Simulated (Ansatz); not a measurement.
Consider Si.

Input file:

```
crystal:
  lattice:
    - [-3.1581766142, 3.1581766142, 3.3141905389]
    - [3.1581766142, -3.1581766142, 3.3141905389]
    - [3.1581766142, 3.1581766142, -3.3141905389]
  atoms:
    - { symbol: Si, position: [0.2047947401, 0.2047947401, 0.2047947401] }
    - { symbol: Si, position: [0.5, 0.0, 0.2952052599] }
    - { symbol: Si, position: [0.2952052599, 0.5, 0.0] }
    - { symbol: Si, position: [0.0, 0.2952052599, 0.5] }
    - { symbol: Si, position: [0.7952052599, 0.7952052599, 0.7952052599] }
    - { symbol: Si, position: [0.5, 0.0, 0.7047947401] }
    - { symbol: Si, position: [0.7047947401, 0.5, 0.0] }
    - { symbol: Si, position: [0.0, 0.7047947401, 0.5] }
basis:
  ecutwfc: 420
kpoints:
  mp_grid: { grid: [10, 10, 10] }
hamiltonian:
  xc: pbesol
  pseudopotentials: { kind: paw, azcp: { folder: soft_1 } }
scf:
  occupations: { method: gaussian, width: 0.15 }
output:
  forces: true
  stress: true
  eigenvalues: true
  write_density: true
  write_potential: true
  elf: true
  volumetric_format: npy
```

Command:

```sh
ansatz run input.yaml --threads 4 --pin off --max-ram 8192MiB --backend cpu --events-out ev --progress --plain --runs-dir out
```

Below, planes, directions and counts refer to the conventional cell (a = 6.32 Å, b = 6.32 Å, c = 6.63 Å, α = 90.00°, β = 90.00°, γ = 90.00°).

Space group Ibca; not relaxed (largest force 0.6 eV/Å); computed pressure about 10 GPa in this cell; PAW files of the earlier set (soft_1).

Method: DFT PBEsol, scalar-relativistic, plane waves, PAW in Ansatz.

> What will maps of the valence pseudo-density and electron localisation function show?

Si–Si (2.35 Å): the density is about 0.56 e/Å³ at the midpoint; the ELF peaks at about 0.95 between the atoms.

> Metal or insulator at this level of theory?

It is metallic or semimetallic at this level of theory: no gap opens.

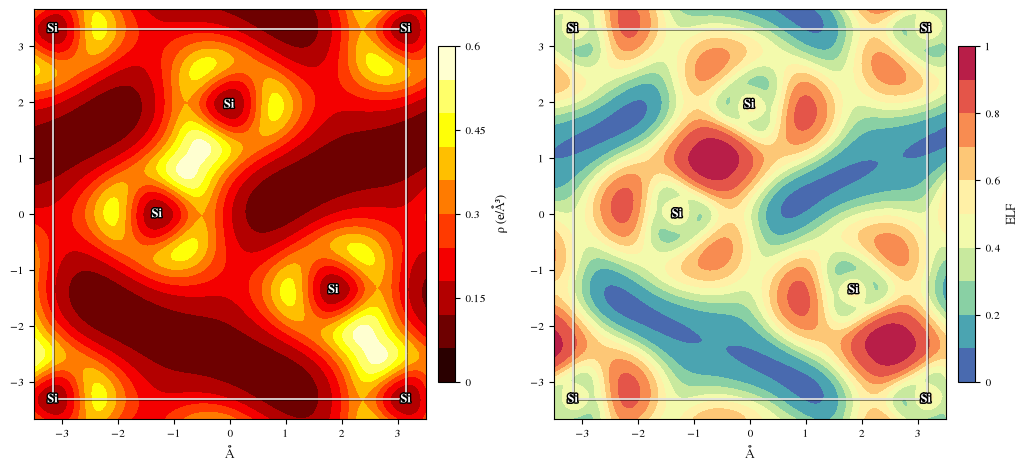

Computed valence pseudo-density and electron localisation function on the (100) plane of the conventional cell, in this order. 

Core electrons are frozen (PAW), and the valence fields are smoothed inside the atomic spheres.
